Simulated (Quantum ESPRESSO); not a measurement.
Band-structure run, with input and output: GaCuSe2 (part 3 of 3)

GaCuSe2 (I-42d, 8 atoms in the cell); Kohn-Sham DFT of a periodic cell, PBEsol, GBRV 1.5 PBEsol, no spin polarisation (Quantum ESPRESSO 7.5); cutoff 761.92 eV, 7×7×7 k-mesh, fermi-dirac of 0.05 eV. The structure derives from an entry of the Crystallography Open Database.

Geometry of the input (Å; fractional positions):
```
-2.8096  2.8096  5.5130
2.8096  -2.8096  5.5130
2.8096  2.8096  -5.5130
Se 0.1256  0.6250  0.0006
Se 0.8750  0.8744  0.4994
Se 0.6244  0.1250  0.9994
Se 0.3750  0.3756  0.5006
Ga 0.2500  0.7500  0.5000
Ga 0.5000  0.5000  0.0000
Cu 0.7500  0.2500  0.5000
Cu 0.0000  0.0000  0.0000
```

### Log, continued
```
  -103.7897-103.7897 -87.1635 -87.1635 -87.1635 -87.1635 -87.1587 -87.1587
   -61.3721 -61.3720 -61.3538 -61.3538 -61.3537 -61.3537  -7.9476  -7.9451
    -7.9160  -7.8299  -7.7590  -7.7559  -7.7121  -7.7064  -7.6978  -7.6899
    -6.6896  -5.7705  -5.5061  -5.4991   0.1979   0.9256   2.4455   3.1991
     3.2761   3.3720   3.6681   3.8814   4.0311   4.1968   4.3466   4.3982
     5.4833   5.6055   5.6730   5.6959   5.9005   6.0556   6.1813   6.4247
     7.0057   7.1481   9.1549   9.6212  10.0810  10.1961  10.7326  11.2152
    11.8854  12.3611  12.9575  13.0111  14.5602  15.0942  15.3332  15.6289

          k =-0.0000 0.4305-0.1097 (  8312 PWs)   bands (ev):

  -103.7897-103.7897 -87.1635 -87.1635 -87.1635 -87.1635 -87.1587 -87.1587
   -61.3721 -61.3720 -61.3538 -61.3538 -61.3538 -61.3537  -7.9593  -7.9434
    -7.9111  -7.8342  -7.7681  -7.7542  -7.7090  -7.7069  -7.6959  -7.6920
    -6.3876  -6.0035  -5.6781  -5.4375   0.3208   1.1015   2.5627   2.7446
     2.9246   3.3434   3.5825   3.8298   4.1438   4.1672   4.3296   4.5258
     5.5973   5.6098   5.6643   5.7727   5.8882   6.0100   6.1942   6.3529
     6.5758   7.0999   9.6333  10.0618  10.3479  11.2474  12.0869  12.1289
    12.2924  12.6852  12.9178  13.2007  13.3325  14.0828  14.2188  14.8943

          k =-0.6458-0.2153-0.1097 (  8320 PWs)   bands (ev):

  -103.7897-103.7897 -87.1635 -87.1635 -87.1635 -87.1635 -87.1587 -87.1587
   -61.3721 -61.3720 -61.3538 -61.3538 -61.3537 -61.3537  -7.9548  -7.9467
    -7.9034  -7.8460  -7.7625  -7.7558  -7.7101  -7.7069  -7.6959  -7.6913
    -6.4440  -5.9146  -5.6577  -5.4944   0.3600   0.8996   2.3726   2.8266
     3.1254   3.6361   3.7484   3.9168   4.0224   4.1915   4.3416   4.4280
     5.5563   5.6107   5.6667   5.7390   5.9039   6.0209   6.2870   6.4491
     6.6813   7.1472   9.2633   9.6905  10.1699  10.6322  11.1456  11.6082
    12.3631  12.7038  13.0060  13.2871  13.5057  14.5121  14.7381  14.9251

          k = 0.0000 0.3229-0.0548 (  8323 PWs)   bands (ev):

  -103.7897-103.7897 -87.1635 -87.1635 -87.1635 -87.1635 -87.1587 -87.1587
   -61.3721 -61.3720 -61.3538 -61.3538 -61.3538 -61.3537  -7.9594  -7.9410
    -7.9201  -7.8179  -7.7710  -7.7552  -7.7085  -7.7057  -7.6977  -7.6918
    -6.5722  -5.8229  -5.6533  -5.4118   0.1968   1.1320   2.4503   2.8869
     3.0358   3.2908   3.3689   3.6640   4.1059   4.2830   4.3669   4.6000
     5.5922   5.6269   5.6894   5.7624   5.8238   5.9982   6.1526   6.5445
     6.6256   7.0384   9.6500  10.1617  10.4454  11.4198  11.6093  12.0984
    12.6373  13.0308  13.2272  13.4641  13.7249  14.0103  14.2474  14.5427

          k = 0.1076 0.4305-0.0548 (  8317 PWs)   bands (ev):

  -103.7897-103.7897 -87.1635 -87.1635 -87.1635 -87.1635 -87.1587 -87.1587
   -61.3721 -61.3720 -61.3538 -61.3538 -61.3538 -61.3537  -7.9604  -7.9456
    -7.9038  -7.8429  -7.7670  -7.7563  -7.7078  -7.7064  -7.6957  -7.6927
    -6.3143  -5.9834  -5.7448  -5.4630   0.3532   0.9419   2.3823   2.6127
     2.9363   3.6372   3.7277   3.8608   4.0879   4.2763   4.3629   4.4633
     5.5818   5.6062   5.6542   5.7864   5.9397   6.0184   6.2190   6.4536
     6.7372   7.0271   9.5000   9.8153  10.4039  11.2817  11.7547  12.0594
    12.4464  12.5868  13.0085  13.4238  13.7047  13.9352  14.1992  14.4791

          k =-0.5381-0.2153-0.0548 (  8309 PWs)   bands (ev):

  -103.7897-103.7897 -87.1635 -87.1635 -87.1635 -87.1635 -87.1587 -87.1587
   -61.3721 -61.3721 -61.3538 -61.3538 -61.3537 -61.3537  -7.9555  -7.9532
    -7.8862  -7.8631  -7.7625  -7.7602  -7.7076  -7.7063  -7.6950  -7.6930
    -6.2321  -6.0104  -5.6458  -5.6260   0.4769   0.7040   2.2257   2.3928
     3.4293   3.5625   3.9637   3.9892   4.0376   4.2565   4.3689   4.3949
     5.5908   5.6084   5.6776   5.7054   5.9862   6.0984   6.5140   6.5450
     6.8053   6.8831   9.1140   9.5276  10.6513  10.7957  11.4495  11.5374
    12.5081  12.6532  13.1418  13.5593  13.6413  13.8474  14.1840  14.2204

          k =-0.0000 0.2153-0.0000 (  8309 PWs)   bands (ev):

  -103.7897-103.7897 -87.1635 -87.1635 -87.1635 -87.1635 -87.1587 -87.1587
   -61.3721 -61.3720 -61.3538 -61.3538 -61.3538 -61.3537  -7.9530  -7.9388
    -7.9311  -7.7923  -7.7729  -7.7570  -7.7088  -7.7049  -7.6999  -7.6910
    -6.8305  -5.5959  -5.5597  -5.3972  -0.0046   1.1601   2.4109   2.8965
     2.9665   3.3525   3.4510   3.8904   4.0077   4.2054   4.3746   4.5849
     5.5523   5.6028   5.6516   5.7329   5.7642   6.1174   6.1274   6.4612
     6.9489   7.1847   9.3277  10.3273  10.4777  10.7480  11.5148  11.5190
    12.5806  12.8293  13.0691  13.1715  13.3760  13.9265  15.3998  15.6063

          k = 0.1076 0.3229-0.0000 (  8314 PWs)   bands (ev):

  -103.7897-103.7897 -87.1635 -87.1635 -87.1635 -87.1635 -87.1587 -87.1587
   -61.3721 -61.3720 -61.3538 -61.3538 -61.3538 -61.3537  -7.9597  -7.9438
    -7.9160  -7.8219  -7.7706  -7.7579  -7.7073  -7.7048  -7.6981  -7.6923
    -6.5368  -5.7903  -5.6934  -5.4296   0.1805   0.9804   2.3803   2.6901
     2.9095   3.4912   3.7011   3.7672   4.0772   4.3233   4.3820   4.5648
     5.5827   5.6180   5.6799   5.8006   5.9139   5.9518   6.1992   6.5369
     6.7774   6.9925   9.5745   9.9574  10.6699  11.2624  11.4073  12.2193
    12.5003  12.9077  12.9782  13.6420  13.8869  14.1084  14.5062  14.5543

          k = 0.2153 0.4305-0.0000 (  8311 PWs)   bands (ev):

  -103.7897-103.7897 -87.1635 -87.1635 -87.1635 -87.1635 -87.1587 -87.1587
   -61.3721 -61.3720 -61.3538 -61.3538 -61.3538 -61.3537  -7.9595  -7.9525
    -7.8897  -7.8561  -7.7666  -7.7620  -7.7054  -7.7047  -7.6960  -7.6941
    -6.1999  -5.9805  -5.7291  -5.5730   0.3642   0.6485   2.1747   2.3061
     3.0895   3.7145   4.0251   4.0542   4.1606   4.3281   4.3825   4.4170
     5.6062   5.6113   5.6441   5.7708   6.0242   6.1855   6.4835   6.6226
     6.8480   6.9338   9.1939   9.2243  11.0857  11.3678  11.5017  11.7602
    12.4149  12.6807  13.0236  13.1696  13.3217  13.6067  14.5949  14.8241

          k =-0.0000-0.0000 0.2194 (  8313 PWs)   bands (ev):

  -103.7897-103.7897 -87.1635 -87.1635 -87.1635 -87.1635 -87.1587 -87.1587
   -61.3721 -61.3720 -61.3538 -61.3538 -61.3537 -61.3537  -7.9422  -7.9422
    -7.9208  -7.8285  -7.7540  -7.7540  -7.7138  -7.7074  -7.6979  -7.6892
    -6.7902  -5.7842  -5.4352  -5.4352   0.1294   0.8724   2.5410   3.4292
     3.4747   3.4923   3.4923   3.9487   4.0482   4.0482   4.3457   4.3457
     5.3687   5.5342   5.6540   5.7193   6.0691   6.1288   6.1288   6.5816
     6.9593   6.9593   9.3349   9.5233   9.9831  10.1202  10.1202  10.6125
    11.3208  11.8361  13.0249  13.0249  15.7697  15.7697  15.7932  16.0084

          k =-0.0000-0.1076 0.2742 (  8305 PWs)   bands (ev):

  -103.7897-103.7897 -87.1635 -87.1635 -87.1635 -87.1635 -87.1587 -87.1587
   -61.3721 -61.3720 -61.3538 -61.3538 -61.3537 -61.3537  -7.9472  -7.9429
    -7.9088  -7.8476  -7.7554  -7.7525  -7.7131  -7.7088  -7.6957  -7.6900
    -6.6049  -5.9396  -5.5161  -5.4385   0.2986   0.8021   2.6065   3.2635
     3.3125   3.6949   3.7278   3.8162   4.0108   4.1334   4.3189   4.3384
     5.4298   5.5533   5.6238   5.7027   6.0120   6.1260   6.2720   6.4366
     6.6949   6.9952   9.4523   9.5305   9.8285  10.0640  10.3374  10.8092
    11.4653  11.8185  13.2941  13.3784  14.3749  15.3943  15.6653  16.0240

          k =-0.0000 0.5381-0.0548 (  8306 PWs)   bands (ev):

  -103.7897-103.7897 -87.1635 -87.1635 -87.1635 -87.1635 -87.1587 -87.1587
   -61.3721 -61.3720 -61.3538 -61.3538 -61.3537 -61.3537  -7.9561  -7.9425
    -7.9000  -7.8556  -7.7607  -7.7522  -7.7108  -7.7088  -7.6942  -7.6916
    -6.3554  -6.0543  -5.6989  -5.4276   0.4429   0.8820   2.6372   2.9047
     3.0289   3.6295   3.7300   3.8498   4.0659   4.2048   4.3115   4.3673
     5.5197   5.6023   5.6506   5.7339   5.9020   6.0324   6.2281   6.3882
     6.6299   7.0421   9.4764   9.7871   9.9281  10.5376  11.2499  11.4216
    11.9005  12.3125  13.0229  13.2113  13.5477  14.7037  15.5795  15.6294

          k =-0.6458-0.1076-0.0548 (  8311 PWs)   bands (ev):

  -103.7897-103.7897 -87.1635 -87.1635 -87.1635 -87.1635 -87.1587 -87.1587
   -61.3721 -61.3720 -61.3538 -61.3538 -61.3537 -61.3537  -7.9481  -7.9471
    -7.8942  -7.8647  -7.7549  -7.7539  -7.7118  -7.7097  -7.6939  -7.6911
    -6.4140  -6.0892  -5.5155  -5.5137   0.4643   0.7138   2.6126   2.9332
     3.5496   3.5819   3.8266   3.8967   3.9996   4.1467   4.2981   4.3220
     5.5171   5.5721   5.6163   5.6557   5.9995   6.1020   6.3843   6.4615
     6.7212   6.7466   9.4829   9.4979   9.8365  10.0493  10.6780  10.8701
    11.7500  11.8892  13.4565  13.6006  13.8725  14.5320  15.8011  15.9048

          k = 0.0000 0.4305-0.0000 (  8335 PWs)   bands (ev):

  -103.7897-103.7897 -87.1635 -87.1635 -87.1635 -87.1635 -87.1587 -87.1587
   -61.3721 -61.3720 -61.3538 -61.3538 -61.3538 -61.3537  -7.9613  -7.9411
    -7.9083  -7.8408  -7.7666  -7.7533  -7.7090  -7.7073  -7.6953  -7.6924
    -6.3386  -5.9797  -5.7911  -5.4094   0.3792   1.0489   2.6156   2.8086
     2.8666   3.4069   3.5523   3.6621   4.1342   4.3343   4.3450   4.4773
     5.5831   5.6199   5.6741   5.8399   5.8462   5.8934   6.1128   6.3873
     6.8150   7.0363   9.5592  10.0168  10.1143  11.1868  12.1259  12.2628
    12.4039  12.7258  13.1493  13.2676  13.4700  13.8030  14.5477  14.5797

          k = 0.1076 0.5381-0.0000 (  8302 PWs)   bands (ev):

  -103.7897-103.7897 -87.1635 -87.1635 -87.1635 -87.1635 -87.1587 -87.1587
   -61.3721 -61.3721 -61.3538 -61.3538 -61.3537 -61.3537  -7.9559  -7.9467
    -7.8898  -7.8647  -7.7604  -7.7548  -7.7093  -7.7087  -7.6935  -7.6927
    -6.2193  -6.1406  -5.6896  -5.4900   0.5212   0.7797   2.5260   2.5728
     3.2734   3.7392   3.8327   3.8760   4.0017   4.2250   4.3244   4.3368
     5.5736   5.6029   5.6291   5.7189   5.9540   6.0090   6.3607   6.4589
     6.7402   6.8396   9.5219   9.6760  10.0647  10.5845  11.1382  11.3394
    12.2334  12.4112  13.2168  13.4209  13.6967  14.0723  14.6190  14.9582

          k =-0.0000-0.0000 0.3291 (  8272 PWs)   bands (ev):

  -103.7897-103.7897 -87.1635 -87.1635 -87.1635 -87.1635 -87.1587 -87.1587
   -61.3721 -61.3720 -61.3538 -61.3538 -61.3537 -61.3537  -7.9433  -7.9433
    -7.8983  -7.8670  -7.7511  -7.7511  -7.7135  -7.7111  -7.6936  -7.6906
    -6.4923  -6.1389  -5.4439  -5.4439   0.3856   0.6269   2.8113   3.2567
     3.6652   3.6652   3.7728   3.8533   4.0526   4.0526   4.3075   4.3075
     5.3820   5.4309   5.6219   5.6825   6.2200   6.2945   6.2945   6.3858
     6.6907   6.6907   9.4391   9.4430   9.5239   9.5239  10.2511  10.5611
    11.2520  11.3606  13.9124  13.9124  14.9996  14.9996  15.0591  15.2380

          k =-0.0000 0.6458-0.0000 (  8310 PWs)   bands (ev):

  -103.7897-103.7897 -87.1635 -87.1635 -87.1635 -87.1635 -87.1587 -87.1587
   -61.3721 -61.3721 -61.3538 -61.3538 -61.3537 -61.3537  -7.9482  -7.9432
    -7.8870  -7.8769  -7.7536  -7.7509  -7.7119  -7.7116  -7.6922  -7.6920
    -6.2955  -6.2769  -5.5263  -5.4393   0.5090   0.6107   2.8859   2.9325
     3.4804   3.7661   3.8471   3.8591   3.9924   4.1444   4.2871   4.2912
     5.4327   5.5243   5.6225   5.6474   6.0848   6.2427   6.2819   6.5285
     6.5483   6.7249   9.3467   9.5841   9.6226   9.7785  10.6830  10.6857
    11.4402  11.5366  13.6304  13.8420  14.1732  14.5745  15.5976  15.7901

     the Fermi energy is     7.6839 ev

!    total energy              =   -1810.49365312 Ry
     estimated scf accuracy    <          3.5E-10 Ry
     smearing contrib. (-TS)   =      -0.00004415 Ry
     internal energy E=F+TS    =   -1810.49360897 Ry

     The total energy is F=E-TS. E is the sum of the following terms:
     one-electron contribution =   -1591.33715526 Ry
     hartree contribution      =     830.82753369 Ry
     xc contribution           =    -290.61038688 Ry
     ewald contribution        =    -759.37360052 Ry

     convergence has been achieved in  13 iterations

     Forces acting on atoms (cartesian axes, Ry/au):

     atom    1 type  1   force =    -0.00000000   -0.01692105    0.00000000
     atom    2 type  1   force =     0.01692105   -0.00000000   -0.00000000
     atom    3 type  1   force =     0.00000000    0.01692105    0.00000000
     atom    4 type  1   force =    -0.01692105   -0.00000000   -0.00000000
     atom    5 type  2   force =     0.00000000    0.00000000    0.00000000
     atom    6 type  2   force =    -0.00000000   -0.00000000    0.00000000
     atom    7 type  3   force =    -0.00000000    0.00000000   -0.00000000
     atom    8 type  3   force =     0.00000000   -0.00000000    0.00000000

     Total force =     0.033842     Total SCF correction =     0.000010

     Computing stress (Cartesian axis) and pressure

          total   stress  (Ry/bohr**3)                   (kbar)     P=       -6.73
  -0.00005122   0.00000000   0.00000000           -7.54        0.00        0.00
   0.00000000  -0.00005122   0.00000000            0.00       -7.54        0.00
   0.00000000  -0.00000000  -0.00003474            0.00       -0.00       -5.11

=------------------------------------------------------------------------------=
   JOB DONE.
=------------------------------------------------------------------------------=
```

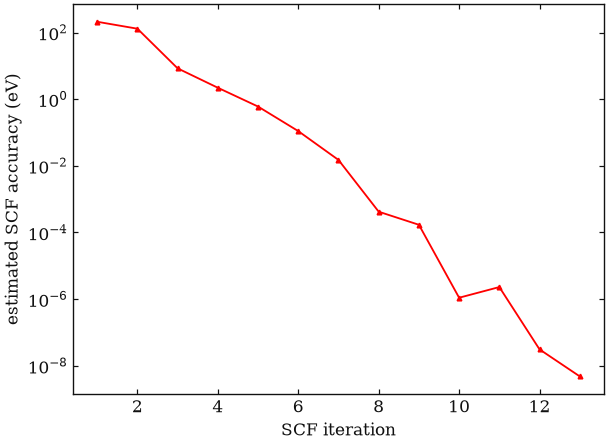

Fig. 1: Convergence of the self-consistent field: estimated SCF accuracy against the iteration. The field takes 13 iterations in all.

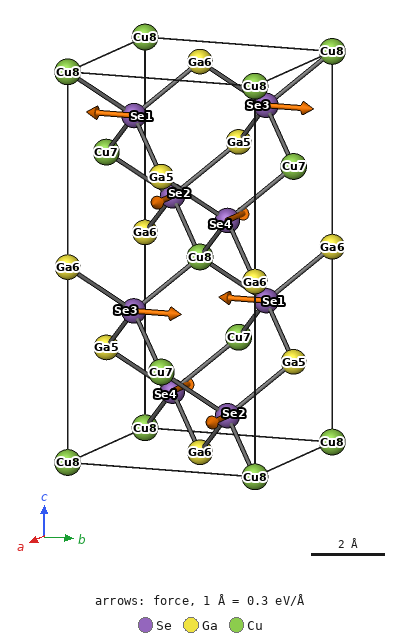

Fig. 2: Forces on the atoms as orange arrows (ball-and-stick view of the cell 2 times as large as that of the calculation, set on its symmetry axes, seen slightly off an axis; atoms are numbered from 1 in the order of the input). The largest act on all 4 Se atoms (0.44 eV/Å). The geometry is not a stationary point of this energy.

### Key numbers

- outcome: converged
- space group (tolerance 0.01 Å): I-42d (122)
- electrons treated: 100
- free energy: −24633.0210 eV
- Fermi energy of the self-consistent step: 7.684 eV
- gap on the k-point mesh: 0.15 eV
- gap on the band path: 0.15 eV
- pressure: −0.67 GPa
- largest force (length of the vector): 0.435 eV/Å
- hardware: 2 threads of AMD EPYC (Zen 5), 64 GiB of memory available, shared host
- wall time: 14 min (CPU time 28 min)
- peak memory: 1.2 GiB

Further notes kept with the run: eigenvalues not converged.
